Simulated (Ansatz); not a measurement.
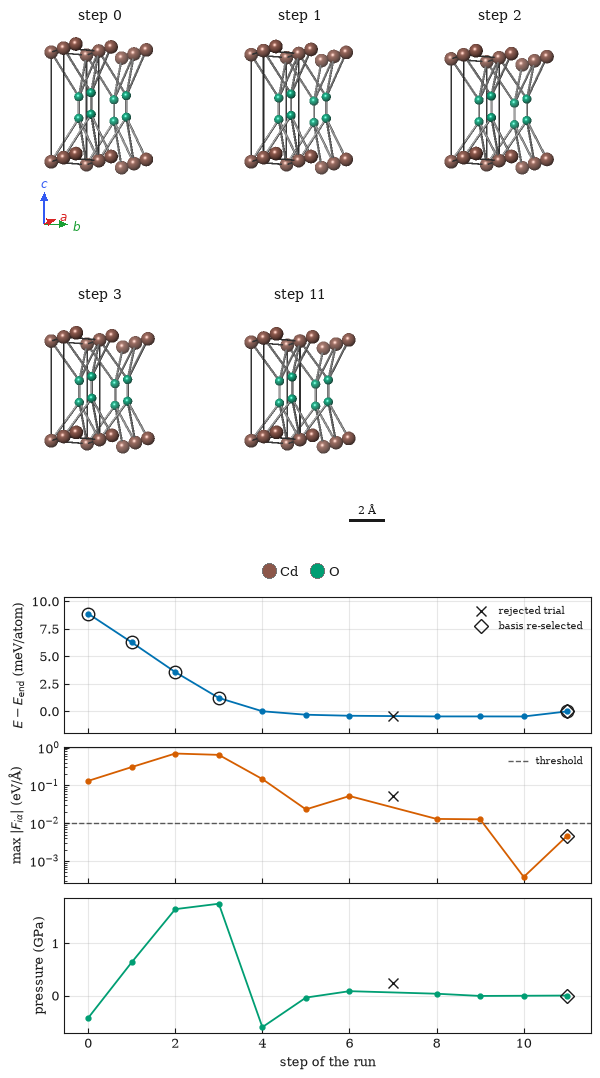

Frames of a relaxation of crystalline CdO₂ (built on the MoS2-187 type type), marked on the history of the run. Style: ball-and-stick. Shown: the cell of the calculation, repeated 2 × 2 × 1 with one cell outlined, from a free direction.

Theory: DFT, r2SCAN+rVV10, plane waves, PAW in Ansatz.

Input
```yaml
crystal:
  lattice:
    - [2.8214824262, 0.0, 0.0]
    - [-1.4107412131, 2.4434754574, 0.0]
    - [0.0, 0.0, 6.2872811709]
  atoms:
    - { symbol: Cd, position: [0.0, 0.0, 0.0] }
    - { symbol: O, position: [0.3333333333, 0.6666666667, 0.4016913582] }
    - { symbol: O, position: [0.3333333333, 0.6666666667, 0.5983086418] }
kpoints:
  mp_grid: { grid: [12, 12, 4] }
hamiltonian:
  xc: r2scan
  dispersion: rvv10
scf:
  occupations: { method: fermi_dirac, width: 0.03 }
relax:
  f_tol: 0.01
  cell: {}
  max_steps: 120
```

Run as
```bash
ansatz run input.yaml --threads 2 --pin off --max-ram 20275MiB --backend cpu --events-out ev --progress --plain --runs-dir out
```

**Describe the path.**

Over 9 accepted moves (11 points after the start) the energy falls by 8.9 meV per atom. The largest force component goes from 0.13 to 0.0046 eV/Å. Pressure: −0.42 GPa at the start and 0.00 GPa at the end. The line search rejected the trial step at point 7 of the run. The SCF was repeated once at an unchanged geometry on a basis and grid sized afresh for the cell, which shifted the energy by 0.5 meV per atom at most. The largest moves relative to the cell, 0.076 Å, are those of O2 and O3. O2 goes along −c. Cd stays in place. The volume changes by −5.4 %, with a = b 2.821 → 2.894 Å (+2.6 %), c 6.287 → 5.653 Å (−10.1 %). Some distances before and after: Cd1–O2 3.005 → 2.758 Å, Cd1–Cd1 2.821 → 2.894 Å, O2–O3 1.236 → 1.263 Å. The space group stays P-6m2 (No. 187). From step 0 to 1: volume −2.5 %, energy −2.6 meV per atom. From step 1 to 2: O atoms move most (0.03 Å), volume −2.4 %, energy −2.7 meV per atom. From step 2 to 3: O atoms move most (0.02 Å), volume −1.1 %, energy −2.4 meV per atom. From step 3 to 11: O atoms move most (0.02 Å), volume +0.5 %, energy −1.2 meV per atom.
